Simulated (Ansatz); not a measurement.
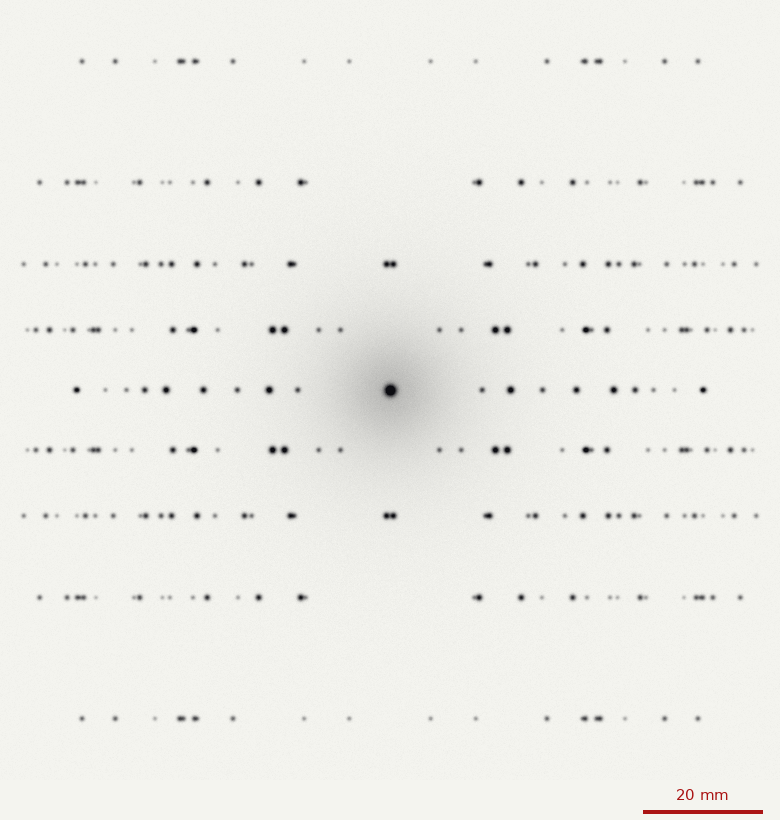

Simulated X-ray rotation photograph: Mo Kα radiation (λ = 0.7107 Å), cylindrical film of radius 57.3 mm unrolled, rotation axis vertical and normal to the beam, kinematic intensities without Lorentz or polarisation factors, the film spanning ±63° about the beam; spots down to d = 0.67 Å.

Question: What lattice repeat along the rotation axis do the layer lines give?

Answer: The first layer line lies 10.1 mm from the equator, so tan ν = 0.177, sin ν = 0.174 and the period is λ/sin ν = 4.08 Å. Further lines follow at 21.3, 35.1, 55.5 mm.

The crystal is CoSi, space group P4/mmm (No. 123), a = 2.617 Å, c = 3.136 Å. Structure: the end point of a relaxation with DFT PBE, scalar-relativistic, plane waves, PAW in Ansatz 0.2.0; the starting structure was generated, so it need not be a known form of this composition.

Question: About which axis was it rotated?

Answer: About [101] (or an equivalent direction), whose length in the conventional cell is 4.084 Å.
